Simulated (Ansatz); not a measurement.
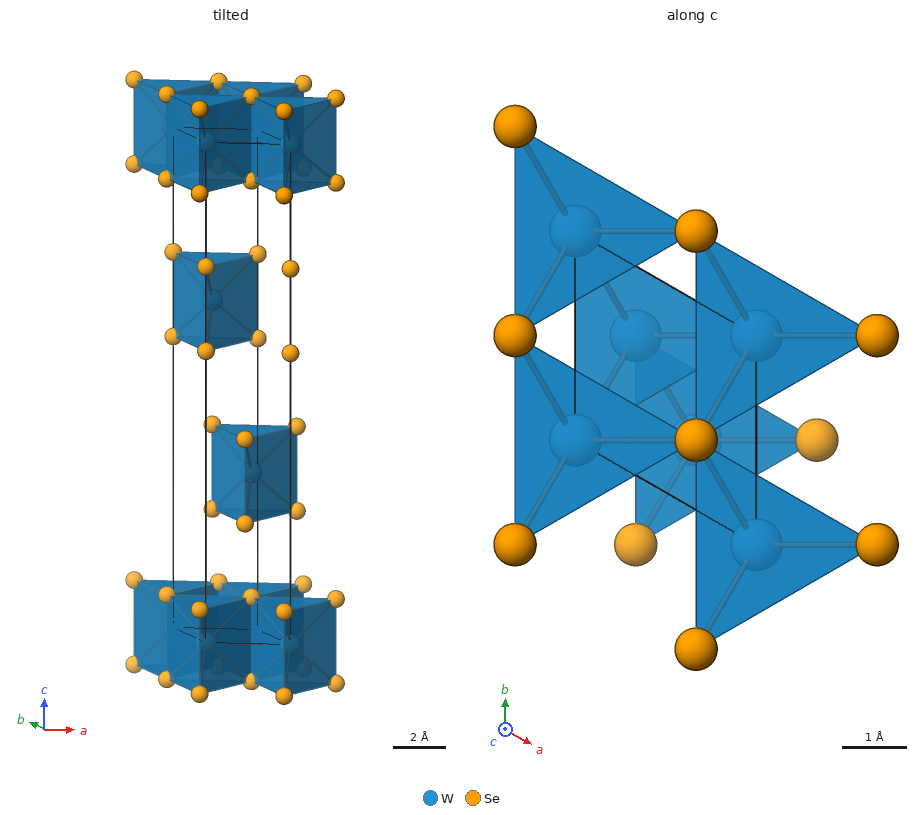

Structure drawing (polyhedral), viewed slightly off an axis and along the c axis. The conventional unit cell is outlined; an atom on or near a face, edge or corner is repeated at each equivalent position. A few atoms beyond the faces are included.

WSe2, space group R3m (No. 160), a = 3.302 Å, b = 3.302 Å, c = 19.739 Å, α = 90.00°, β = 90.00°, γ = 120.00°. Provenance: a structure type filled with these elements by a generator (whether the compound takes this form wasn't checked). Earlier steps of the study, as a rule a relaxation of our own, may have changed the cell and positions, so they can lie some per cent off the listed ones. A calculation with Ansatz used it as input.

This one geometry was computed with Ansatz (DFT, plane waves, PAW) at six levels of theory: LDA, HSE06, PBE0, r2SCAN, PBE and PBE with spin-orbit coupling.

Which level gives the highest pressure at this volume, and what does that say about its equilibrium volume?

Highest: PBE (3.3 GPa) and PBE with spin-orbit coupling (3.3 GPa), which points to the largest equilibrium volume. Lowest, with the smallest volume: LDA (-4.1 GPa). Levels within 0.5 GPa of each other can't be told apart.

How does the band gap change with the level of theory?

PBE with spin-orbit coupling: a gap of 0.91 eV, indirect; LDA: a gap of 1.00 eV, indirect; PBE: a gap of 1.07 eV, indirect; r2SCAN: a gap of 1.18 eV, indirect; HSE06: a gap of 1.54 eV, indirect; PBE0: a gap of 2.19 eV, indirect.

Collect the results in a table.

| level | cutoff (eV) | k-mesh of the run's cell | gap (eV) | pressure (GPa) |
| --- | --- | --- | --- | --- |
| LDA | 420 | 10×10×10 | 1.00 | -4.1 |
| HSE06 | 420 | 6×6×6 | 1.54 | -0.9 |
| PBE0 | 420 | 6×6×6 | 2.19 | -0.9 |
| r2SCAN | 500 | 10×10×10 | 1.18 | 1.3 |
| PBE | 420 | 10×10×10 | 1.07 | 3.3 |
| PBE with spin-orbit coupling | 420 | 10×10×10 | 0.91 | 3.3 |

Gaps are taken on the k-mesh or band path of each run.
